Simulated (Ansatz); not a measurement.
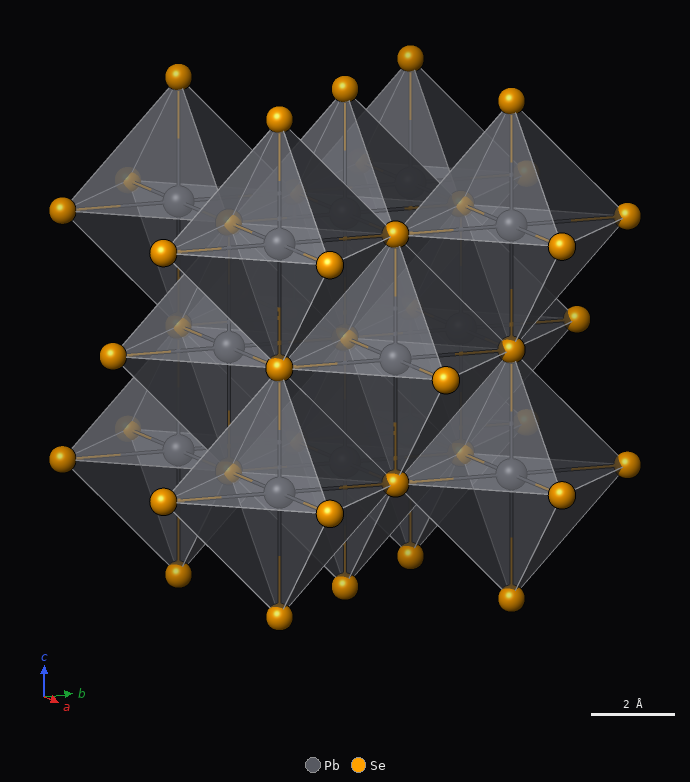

*The input geometry (polyhedral view of the cell 4 times as large as that of the calculation, set on its symmetry axes, seen slightly off an axis; polyhedra are completed across the faces of the cell). An atom can appear more than once, as a periodic image.*

Run report: PbSe, single-point calculation

- system: PbSe (2 atoms in the cell)
- method: DFT, r2SCAN, plane waves, PAW, no spin polarisation (Ansatz 0.2.0)

The structure derives from an entry of the Crystallography Open Database.

### Output
```
Pb: output.efg is read without spin–orbit coupling, which moves field gradients at and beside such atoms by some per cent and up to a factor of two; PAW files take it under magnetization.noncollinear and magnetization.spin_orbit
Engine: ansatz 0.2.0, x86_64-unknown-linux-gnu
Pseudopotentials: kind: paw
Pseudopotential: Pb, paw, valence charge 14, recommended cutoff 500 eV (meta_gga), Pb.paw.azcp
Pseudopotential: Se, paw, valence charge 16, recommended cutoff 500 eV (meta_gga), Se.paw.azcp
Functional definition: r2SCAN
  parameter k0 = 0.174
  parameter k1 = 0.065
  parameter a1 = 4.9479
  exchange = r2scan_x(k0 = k0, k1 = k1, a1 = a1)
  correlation = r2scan_c
Crystal: 2 atoms, lattice volume = 57.426 Å³
Basis set: ecut = 500 eV, 1459 PW (Γ), exchange–correlation on 128×128×128 points (64 copies of the dense FFT grid, shifted against one another)
Bands: 19, of which v1, the nominal top of the filled ones, is band 15 counted from 1 (14 counted from 0)
Symmetry: 48 space group operations
Space group: Fm-3m (ITA 225), of the structure as read, at distance tolerance 3.9e-5 Å
k-points: 35 of 729
Non-local potential: Pb, projectors of the file, l = 0: 2, l = 1: 2, l = 2: 2, l = 3: 2
Non-local potential: Se, projectors of the file, l = 0: 2, l = 1: 2, l = 2: 3, l = 3: 1
PAW form: soft (Blöchl's): semilocal exchange-correlation on the pseudo side does not see the compensation charge
PAW frozen core: Pb, regenerated for the run's functional (the file was generated under x = pbe(κ = 0.804, μ = 0.2195149727645171), c = pbe(β = 0.06672455060314922))
PAW frozen core: Se, regenerated for the run's functional (the file was generated under x = pbe(κ = 0.804, μ = 0.2195149727645171), c = pbe(β = 0.06672455060314922))
PAW one-centre angular grid: Pb, 590 points (default); XC on 160 Gauss nodes
PAW one-centre angular grid: Se, 590 points (default); XC on 160 Gauss nodes
Initial density: superposition of atomic densities (chi_scale 0, normalization cell)
Initial wavefunctions: pseudopotential atomic-orbital guess
Functional: x = r2scan, c = r2scan; τ floored in thin density (d = 2e-4 eV/Å³)
SCF iter   1: F=—  HF=-17400.602328 eV  |F-HF|=—  |Δ(HF+E_count)|=         —  Δρ=3.05e-2  dr2=1.17e0  dr2_τ=2.19e-2  ethr=3.10e-3  ⟨swp⟩=6.3  Hψ=3173  notcnv=0
preconditioner: auto → none  [insulator: Δε(μ)=1.145 eV  Ē_g=15.864 eV  σ=0.010 eV  W_gap=1.00  n_scr=14 (ndim 8)  ℏωp=21.9 eV  f_vac=0.000  D(μ)=0.00/eV (n_scr^D=0)  ε∞_Penn≈2.9]
SCF iter   2: F=—  HF=-17400.333826 eV  |F-HF|=—  |Δ(HF+E_count)|=   2.69e-1  Δρ=1.22e-2  dr2=8.37e-2  dr2_τ=1.77e-2  ethr=3.10e-3  ⟨swp⟩=3.0  Hψ=1359  notcnv=0
SCF iter   3: F=—  HF=-17400.321022 eV  |F-HF|=—  |Δ(HF+E_count)|=   1.28e-2  Δρ=5.17e-3  dr2=1.37e-2  dr2_τ=3.60e-4  ethr=2.79e-4  ⟨swp⟩=3.0  Hψ=1670  notcnv=0
SCF iter   4: F=—  HF=-17400.326136 eV  |F-HF|=—  |Δ(HF+E_count)|=   5.11e-3  Δρ=1.31e-3  dr2=6.53e-4  dr2_τ=2.48e-5  ethr=4.58e-5  ⟨swp⟩=2.0  Hψ=999  notcnv=0
SCF iter   5: F=—  HF=-17400.326451 eV  |F-HF|=—  |Δ(HF+E_count)|=   3.15e-4  Δρ=1.50e-4  dr2=9.97e-6  dr2_τ=5.61e-7  ethr=2.18e-6  ⟨swp⟩=2.0  Hψ=1330  notcnv=0
SCF iter   6: F=—  HF=-17400.326458 eV  |F-HF|=—  |Δ(HF+E_count)|=   7.30e-6  Δρ=3.04e-5  dr2=2.45e-7  dr2_τ=2.21e-8  ethr=3.32e-8  ⟨swp⟩=2.0  Hψ=1012  notcnv=0
SCF iter   7: F=-17400.326459 eV  HF=-17400.326459 eV  |F-HF|=3.55e-9  |Δ(HF+E_count)|=   2.84e-7  Δρ=5.12e-6  dr2=2.25e-8  dr2_τ=6.31e-10  ethr=3.33e-10  ⟨swp⟩=10.1  Hψ=5128  notcnv=0
SCF 1 converged in 7 iterations: F = -17400.326459 eV  dr2 = 2.25e-8
  greatest PAW one-centre occupation: 1.000 electrons in one spin orbital (limit 2), on the Se atom at site 1 (counted from 0), in its partial waves of l = 2
NSCF: frozen V_eff on 36 k-points
SCF converged after 7 iterations
Free energy (F): -17400.326459 eV
Harris-Foulkes:  -17400.326459 eV  (|F-HF|=3.55e-9)
Internal energy: -17400.326459 eV  (E = F + TS)
E sigma→0 (E₀):  -17400.326459 eV
Fermi energy:    9.175731 eV
--- Per-component energies (eV) ---
  E_band       = -447.018072
  E_kinetic    = 405.955555
  E_local      = -3533.535407  (includes V_loc(G=0)·N_el)
  E_nonlocal   = -244.746752
  E_hartree    = 1646.762479
  E_xc         = -307.607157
  E_vxc        = -251.863354  (∫ρ·V_xc dr)
  E_paw        = -12356.123760  (= ΣΔE_a)
  E_vpaw       = -132.012749  (= ΣTr[D̂ρ^β])
  E_aug_tail   = -0.000181  (compensation charges beyond the density's cutoff)
  E_vtau       = 15.664763  (kinetic-family band-sum trace: ∫τ·v_τ [+ j·A + Jᵃ·Aᵃ] dr)
  E_ewald      = -3010.231968
  E_core_change = -0.799268  (= ΣΔE_core)
  E_smearing   = -0.000000  (= −TS)
  E_closure    = 0.000000  (closes the sum)
  Σ components = -17400.326459   (vs F -17400.326459, Δ=0.00e0)
--- Forces (eV/Å), atoms counted from 1 ---
  atom   1  Pb    -0.00000000     0.00000000    -0.00000000
  atom   2  Se     0.00000000    -0.00000000    -0.00000000
  max |Σ_I F_I| component: 2.07e-30 eV/Å
--- Stress (GPa, compression-positive) ---
        1.416921       0.000000       0.000000
        0.000000       1.416921       0.000000
       -0.000000       0.000000       1.416921
  P = ⅓ Tr σ = 1.4169 GPa (14.169 kbar)
--- PAW observables at the nuclei: V_zz in 10²¹ V/m², potentials from the cell's mean, atoms counted from 1 ---
  atom   1  Pb V_zz =    -0.000000   η = 0.0000   by run symmetry: forbidden
            electrostatic potential = -17478.913915 V   contact ρ = 16525699.971810 e/Å³
  atom   2  Se V_zz =    +0.000000   η = 0.0000   by run symmetry: forbidden
            electrostatic potential = -4713.344340 V   contact ρ = 262660.388087 e/Å³
--- Band table (eV; the first three rows and the last of 35) ---
  k-point 0: bands = ["-39.1669", "-39.1669", "-39.1633", "-39.1633", "-39.1633", "-8.6569", "-8.6569", "-8.6569", "-8.6490", "-8.6490", "-5.2790", "2.5205", "6.8286", "6.8286", "6.8286", "13.8923", "13.8923", "13.8923", "15.8166"]
  k-point 1: bands = ["-39.1669", "-39.1669", "-39.1633", "-39.1633", "-39.1633", "-8.6564", "-8.6557", "-8.6557", "-8.6496", "-8.6496", "-5.1819", "2.1623", "6.8632", "6.8632", "7.0939", "12.9933", "13.3140", "13.3140", "15.6355"]
  k-point 2: bands = ["-39.1669", "-39.1669", "-39.1633", "-39.1633", "-39.1633", "-8.6617", "-8.6617", "-8.6554", "-8.6418", "-8.6418", "-4.9097", "1.3488", "6.9641", "6.9641", "7.6505", "11.6132", "12.2765", "12.2765", "15.7008"]
  k-point 34: bands = ["-39.1669", "-39.1669", "-39.1633", "-39.1633", "-39.1632", "-8.7457", "-8.6520", "-8.6497", "-8.6381", "-8.6144", "-3.7924", "0.5952", "4.5619", "4.6647", "7.8684", "11.0913", "13.9370", "14.1728", "16.5778"]
```

### File rho_z.tsv
```
# z_ang	rho[e/angstrom^3]
# format = ansatz-planar-average/11
# lattice	0.000000000	3.062150000	3.062150000
# lattice	3.062150000	0.000000000	3.062150000
# lattice	3.062150000	3.062150000	0.000000000
# sites	2
# site	82	0.000000000	0.000000000	0.000000000
# site	34	3.062150000	3.062150000	3.062150000
0.000000	7.123430e-1
0.135329	6.898573e-1
0.270658	6.287260e-1
0.405988	5.440753e-1
0.541317	4.529909e-1
0.676646	3.694974e-1
0.811975	3.030607e-1
0.947304	2.588391e-1
1.082634	2.367635e-1
1.217963	2.353545e-1
1.353292	2.586430e-1
1.488621	3.187087e-1
1.623950	4.364746e-1
1.759279	6.319993e-1
1.894609	8.908401e-1
2.029938	1.130952e0
2.165267	1.231227e0
2.300596	1.130952e0
2.435925	8.908401e-1
2.571255	6.319993e-1
2.706584	4.364746e-1
2.841913	3.187087e-1
2.977242	2.586430e-1
3.112571	2.353545e-1
3.247901	2.367635e-1
3.383230	2.588391e-1
3.518559	3.030607e-1
3.653888	3.694974e-1
3.789217	4.529909e-1
3.924546	5.440753e-1
4.059876	6.287260e-1
4.195205	6.898573e-1
```

### File v_z.tsv
```
# z_ang	v_es[eV]	v_tot[eV]
# format = ansatz-planar-average/11
# xc	r2scan
# density_cutoff_ev	2000
# datasets	Pb=:simpson_from_first_knot:soft:shift=0	Se=:simpson_from_first_knot:soft:shift=0
# lattice	0.000000000	3.062150000	3.062150000
# lattice	3.062150000	0.000000000	3.062150000
# lattice	3.062150000	3.062150000	0.000000000
# sites	2
# site	82	0.000000000	0.000000000	0.000000000
# site	34	3.062150000	3.062150000	3.062150000
0.000000	2.472150e0	-8.267732e0
0.135329	2.521799e0	-8.211223e0
0.270658	2.686986e0	-7.993620e0
0.405988	3.007628e0	-7.543265e0
0.541317	3.531728e0	-6.840609e0
0.676646	4.288215e0	-5.882421e0
0.811975	5.250560e0	-4.714319e0
0.947304	6.253580e0	-3.551460e0
1.082634	7.016878e0	-2.683175e0
1.217963	7.384853e0	-2.269005e0
1.353292	7.435459e0	-2.253434e0
1.488621	7.392624e0	-2.354741e0
1.623950	7.416026e0	-2.387489e0
1.759279	7.482012e0	-2.431167e0
1.894609	7.541673e0	-2.507302e0
2.029938	7.581931e0	-2.558835e0
2.165267	7.595812e0	-2.575306e0
2.300596	7.581931e0	-2.558835e0
2.435925	7.541673e0	-2.507302e0
2.571255	7.482012e0	-2.431167e0
2.706584	7.416026e0	-2.387489e0
2.841913	7.392624e0	-2.354741e0
2.977242	7.435459e0	-2.253434e0
3.112571	7.384853e0	-2.269005e0
3.247901	7.016878e0	-2.683175e0
3.383230	6.253580e0	-3.551460e0
3.518559	5.250560e0	-4.714319e0
3.653888	4.288215e0	-5.882421e0
3.789217	3.531728e0	-6.840609e0
3.924546	3.007628e0	-7.543265e0
4.059876	2.686986e0	-7.993620e0
4.195205	2.521799e0	-8.211223e0
```

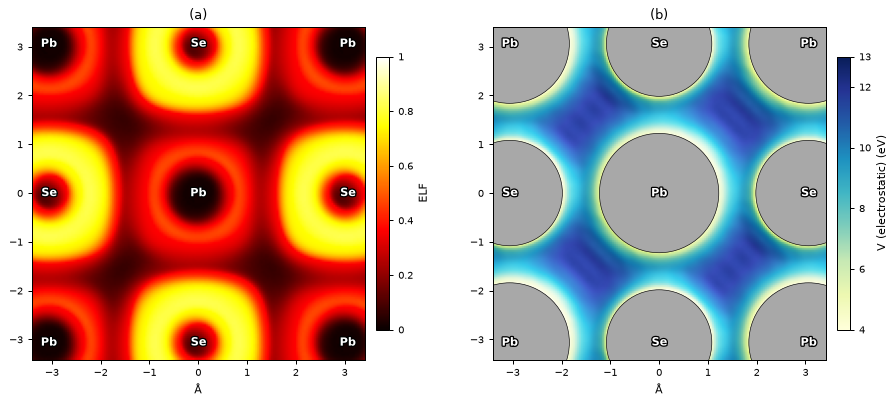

*(a) electron localisation function; (b) electrostatic potential (local pseudopotential plus Hartree) felt by an electron on the (010) plane of the conventional cell. Grey discs, where drawn, cover atomic cores.*

Pb–Se (3.06 Å): the ELF peaks at about 0.80 in the valence shell of Se, 0.9 Å from its nucleus, and drops to about 0.25 between the two atoms. Outside the cores the potential energy rises away from the atoms and is highest about 2.0 Å from the nearest atoms; outside the discs it spans about 8 eV, and its zero is arbitrary. In a PAW calculation such maps are meaningful between the atoms, not at the nuclei.

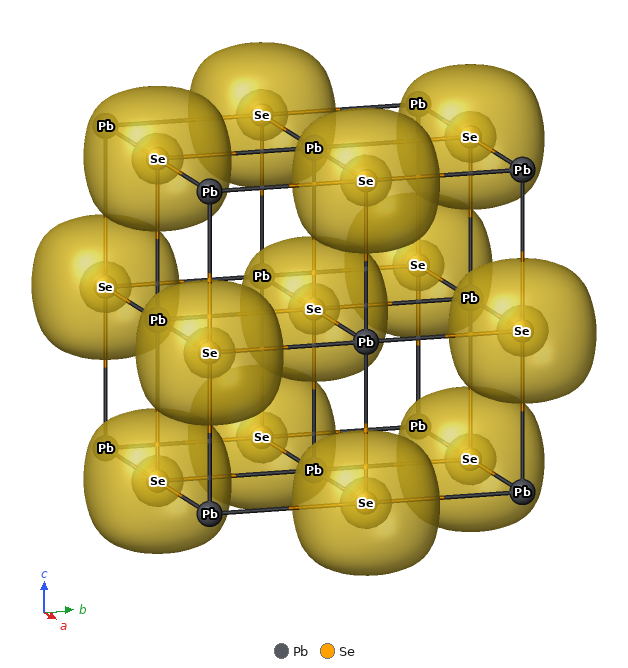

*Isosurface of the electron localisation function at 0.55 (yellow), seen slightly off an axis. Only the valence region is drawn (cores and ρ < 0.01 e/Å³ removed). Sticks mark near contacts. The outline is the cell set on symmetry axes.*

Values along the shortest contacts: Pb–Se (3.06 Å): the ELF peaks at about 0.80 in the valence shell of Se, 0.9 Å from its nucleus, and drops to about 0.25 between the two atoms.

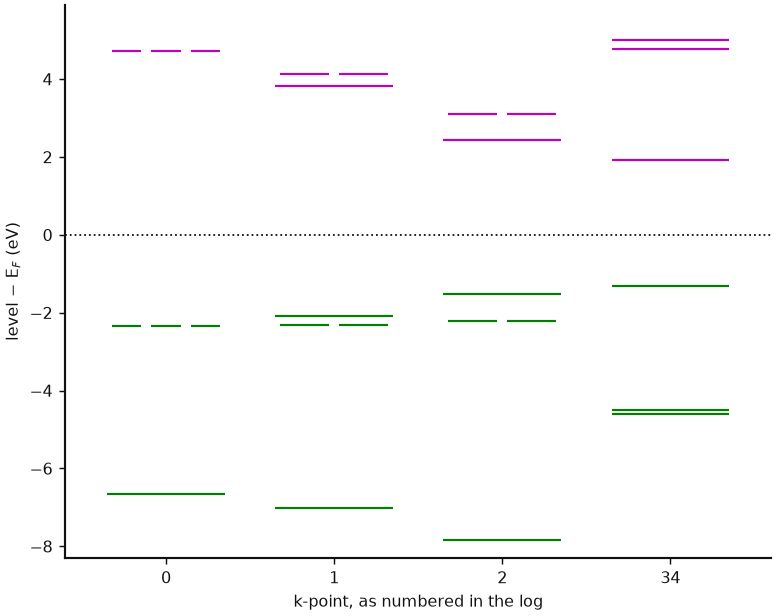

*Kohn–Sham levels near the Fermi level (dotted) at the few k-points that the log prints; levels within 0.02 eV of each other stand side by side.*

Among these points the highest filled and lowest empty levels are 3.22 eV apart; the gap on the full mesh, 0.89 eV, has an edge at a point that isn't printed.

The run was set up as follows.

### Input file
```yaml
crystal:
  lattice:
    - [0.0, 3.06215, 3.06215]
    - [3.06215, 0.0, 3.06215]
    - [3.06215, 3.06215, 0.0]
  atoms:
    - { symbol: Pb, position: [0.0, 0.0, 0.0] }
    - { symbol: Se, position: [0.5, 0.5, 0.5] }
kpoints:
  mp_grid: { grid: [9, 9, 9] }
  band_path:
    path:
      - [0.0, 0.0, 0.0]
      - [0.5, 0.0, 0.5]
      - [0.625, 0.25, 0.625]
      - [0.375, 0.375, 0.75]
      - [0.0, 0.0, 0.0]
      - [0.5, 0.5, 0.5]
      - [0.5, 0.25, 0.75]
      - [0.5, 0.0, 0.5]
    npoints: 5
scf:
  occupations: { method: fermi_dirac, width: 0.01 }
  initial_density: { chi_scale: 0.0 }
hamiltonian:
  xc: r2scan
  pseudopotentials: { kind: paw }
output:
  forces: true
  stress: true
  eigenvalues: true
  efg: { contact_densities: true }
  write_density: true
  write_potential: true
  elf: true
  volumetric_format: npy
accuracy: medium
```

Run as:
```bash
ansatz run input.yaml --threads 1 --pin off --max-ram 2048MiB --backend cpu --events-out ev --progress --plain --runs-dir out
```

### Results in brief

| quantity | value |
| --- | --- |
| outcome | converged |
| space group (tolerance 0.01 Å) | Fm-3m (225) |
| electrons treated | 30 |
| free energy | −17400.3265 eV |
| Fermi energy | 9.176 eV |
| gap on the k-point mesh | 0.89 eV |
| pressure | 1.42 GPa |
| largest force (length of the vector) | under 0.001 eV/Å |
| hardware | 1 thread of AMD EPYC (Zen 3), 32 GiB of memory available, shared host |
| wall time | 11 s |
| peak memory | 0.57 GiB |

### Remarks

Settings chosen away from the usual ones: accuracy = "medium", scf.initial_density.chi_scale = 0.0. Warnings of the run: the field gradients leave out spin–orbit coupling. Spin–orbit coupling is left out, which matters for Pb.
